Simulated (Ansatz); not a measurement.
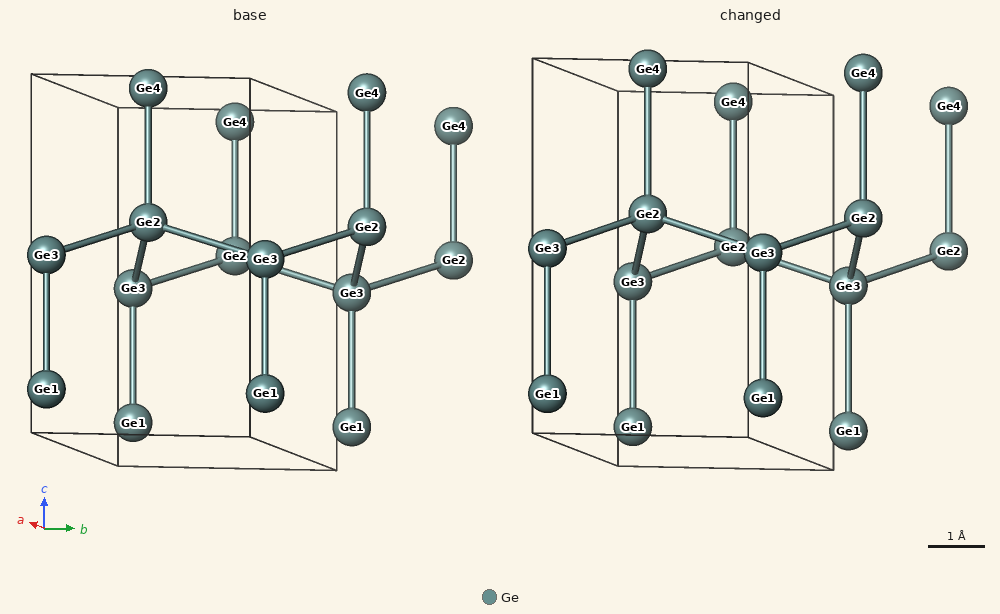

Left: a symmetric starting cell of Ge. Right: the same structure after one change, at the same scale. The picture is a ball-and-stick view of the cell of the calculation, repeated 2 × 2 × 1 with one cell outlined, seen from a free direction.

Level of theory: Ansatz 0.2.0, DFT PBEsol, scalar-relativistic, plane waves, PAW. Settings: plane-wave cutoff 420 eV; k-point mesh 12 × 12 × 6; occupations gaussian; smearing width 0.1 eV; no spin polarisation.

Question: What was changed?

Answer: The cell is strained by +4.6 % along c and −1.4 % across it (volume +1.6 %) and atoms are displaced by 0.09 Å relative to the cell: Ge4 0.09 Å along +c. No relaxation follows. The starting cell wasn't computed here and needn't be at equilibrium, so pressure and forces aren't due to the change alone.

Question: And its effect?

Answer: The pressure is 0.2 GPa (not all of it need come from the change, since the unchanged cell can be under pressure at this level too). The principal stresses (compression positive) are −7.6 GPa along c and 4.1 GPa across it. The largest forces, 1.5 eV/Å, act on Ge1 and Ge4; on Ge4 it points along −c. The forces mostly point back along the displacements (cosine −0.94). Some distances before and after: Ge–Ge 2.469 → 2.673 Å, Ge–Ge 2.453 → 2.377 to 2.433 Å. The space group (tolerance 0.01 Å) goes from P6_3/mmc (No. 194) to P-3m1 (No. 164).
